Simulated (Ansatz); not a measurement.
A series of calculations on TaN

Part 1: Relaxation

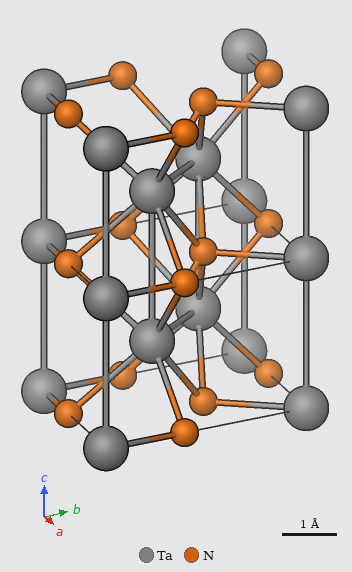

Starting structure of a crystal of TaN (set up in P-62m). A ball-and-stick model of the cell of the calculation, repeated 1 × 1 × 2 with one cell outlined, seen slightly off an axis.

Case: relaxed at 3 GPa.

Theory: DFT r2SCAN, scalar-relativistic, plane waves, PAW in Ansatz 0.2.0.

The input:
```yaml
crystal:
  lattice:
    - [5.1507537047, 0.0, 0.0]
    - [-2.5753768523, 4.460683557, 0.0]
    - [0.0, 0.0, 2.8830021202]
  atoms:
    - { symbol: Ta, position: [0.3333333333, 0.6666666667, 0.5] }
    - { symbol: Ta, position: [0.6666666667, 0.3333333333, 0.5] }
    - { symbol: Ta, position: [0.0, 0.0, 0.0] }
    - { symbol: "N", position: [0.3924063645, 0.0, 0.0] }
    - { symbol: "N", position: [0.6075936355, 0.6075936355, 0.0] }
    - { symbol: "N", position: [0.0, 0.3924063645, 0.0] }
basis:
  ecutwfc: 500
kpoints:
  mp_grid: { grid: [12, 12, 12] }
hamiltonian:
  xc: r2scan
scf:
  occupations: { method: gaussian, width: 0.1 }
output:
  forces: true
  stress: true
  eigenvalues: true
relax:
  adjacent_minimum: "off"
  f_tol: 0.008
  max_steps: 50
  cell: { stress_tol: 0.08, p_target: 3.0 }
```

Launched with:
```bash
ansatz run input.yaml --threads 1 --pin off --max-ram 2560MiB --backend cpu --events-out ev --progress --plain --runs-dir out
```

Q: What does the optimiser find from here?

A: Over 4 accepted moves (5 points after the start) the energy falls by 52.4 meV per cell of the calculation. With the target pressure of 3 GPa, the enthalpy E + pV changes by −28.2 meV per cell of the calculation. Largest force component: 0.12 eV/Å at the start, 0.00077 eV/Å at the end. Pressure: 10.02 GPa at the start and 3.00 GPa at the end. The SCF was repeated once at an unchanged geometry on a basis and grid sized afresh for the cell, which shifted the energy by 0.7 meV per cell of the calculation at most. The atoms keep their places relative to the cell (all moves are under 0.005 Å). The drawn cell changes as follows: a = b 5.151 → 5.183 Å (+0.6 %), c 2.883 → 2.903 Å (+0.7 %); the volume changes by +1.9 %. Some distances before and after: Ta1–Ta3 3.305 → 3.326 Å, Ta1–Ta1 2.883 → 2.903 Å, Ta1–Ta2 2.974 → 2.992 Å, Ta3–N4 2.021 → 2.036 Å. The space group stays P-62m (No. 189). The run took 2.7 min on 1 thread of Intel(R) Xeon(R) 6975P-C (Granite Rapids), with other jobs on the host, peak memory 0.72 GiB.

Part 2: Relaxation

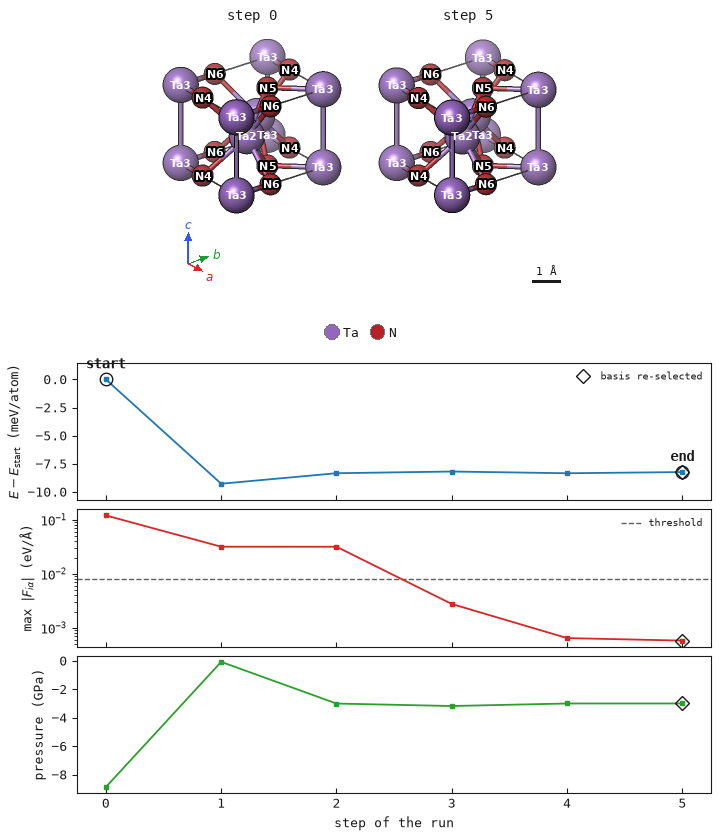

First and last geometry of a relaxation of crystalline TaN (set up in P-62m), with the history of the run. Style: ball-and-stick. Shown: the cell of the calculation, slightly off an axis.

Case: relaxed at -3 GPa.

All numbers below come from DFT r2SCAN, scalar-relativistic, plane waves, PAW (Ansatz 0.2.0). (plane-wave cutoff 500 eV; k-point mesh 12 × 12 × 12; occupations gaussian; smearing width 0.1 eV; target pressure -3 GPa; no spin polarisation; cell and atoms relaxed; force threshold 0.008 eV/Å; at most 50 steps)

### Read the history and describe the run.

It converged. The atoms keep their places relative to the cell (all moves are under 0.005 Å). The drawn cell changes as follows: a = b 5.249 → 5.217 Å (−0.6 %), c 2.938 → 2.919 Å (−0.7 %); the volume changes by −1.9 %. Some distances before and after: Ta–Ta 3.368 → 3.347 Å, Ta–Ta 2.938 → 2.919 Å, Ta–Ta 3.030 → 3.012 Å, N–Ta 2.060 → 2.045 Å. The space group stays P-62m (No. 189). The energy falls by 8.2 meV per atom in 4 accepted moves (5 points after the start). With the target pressure of -3 GPa, the enthalpy E + pV changes by −4.1 meV per atom. Largest force component: 0.12 eV/Å at the start, 0.00058 eV/Å at the end. Pressure: −8.88 GPa at the start and −3.00 GPa at the end. At 1 point the geometry stayed and the basis and grid were re-selected for the new cell (energy shift of 0.1 meV per atom at most each time). The run took 2.9 min on 1 thread of Intel(R) Xeon(R) 6975P-C (Granite Rapids) (shared host), peak memory 0.73 GiB.

Part 3: Series

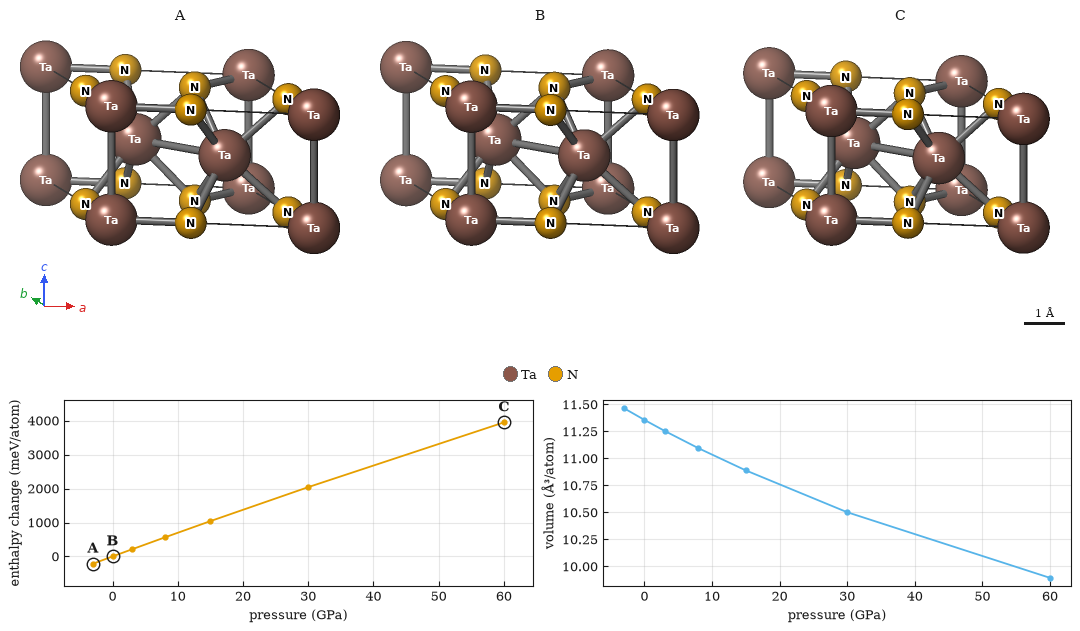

Members of a series of calculations on solid TaN (set up in P-62m), marked on the first curve. A ball-and-stick model of the cell of the calculation, seen slightly off an axis.

These are results of Ansatz, DFT r2SCAN, scalar-relativistic, plane waves, PAW, not measurements. Settings: plane-wave cutoff 500 eV; k-point mesh 12 × 12 × 12; occupations gaussian; smearing width 0.1 eV; no spin polarisation.

> Describe the series.

The structure is relaxed at several pressures. A (pressure −3.0 GPa): enthalpy change −214 meV/atom, volume 11.46 Å³ per atom. B (pressure 0.0 GPa): enthalpy change 0.0 meV/atom, volume 11.36 Å³ per atom. C (pressure 60.0 GPa): enthalpy change 3948 meV/atom, volume 9.89 Å³ per atom. The rest compares A with C. Cell: a = b 5.217 → 4.950 Å (−5.1 %), c 2.919 → 2.798 Å (−4.1 %). Volume −13.7 %. Some distances before and after: Ta–Ta 3.012 → 2.858 Å, Ta–Ta 2.919 → 2.798 Å, N–Ta 2.171 → 2.062 Å.
